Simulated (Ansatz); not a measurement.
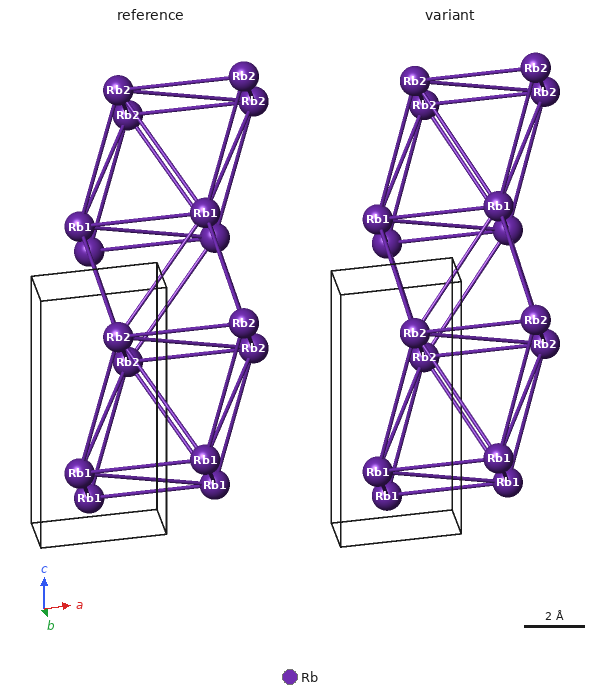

Left: a symmetric starting cell of Rb. Right: the same structure after one change, at the same scale. Style: ball-and-stick. Shown: the cell of the calculation, repeated 2 × 2 × 2 with one cell outlined, from a free direction.

Method: DFT PBEsol, scalar-relativistic, plane waves, PAW (Ansatz 0.2.0). Settings: plane-wave cutoff 420 eV; k-point mesh 9 × 9 × 6; occupations gaussian; smearing width 0.1 eV; no spin polarisation.

Which change leads from the left to the right?

Answer. The cell is strained by +2.2 % along c and −3.8 % across it (volume −5.5 %), the atoms keeping their fractional coordinates. No relaxation follows. The starting cell wasn't computed here and needn't be at equilibrium, so pressure and forces aren't due to the change alone.

What does the change do?

Answer. The pressure is −0.1 GPa (not all of it need come from the change, since the unchanged cell can be under pressure at this level too). The principal stresses (compression positive) are −0.3 GPa along c and none across it. All forces vanish by symmetry. Near-neighbour distances before and after: Rb–Rb 5.088 → 4.893 Å, Rb–Rb 5.143 → 5.155 Å. The space group stays P6_3/mmc (No. 194).
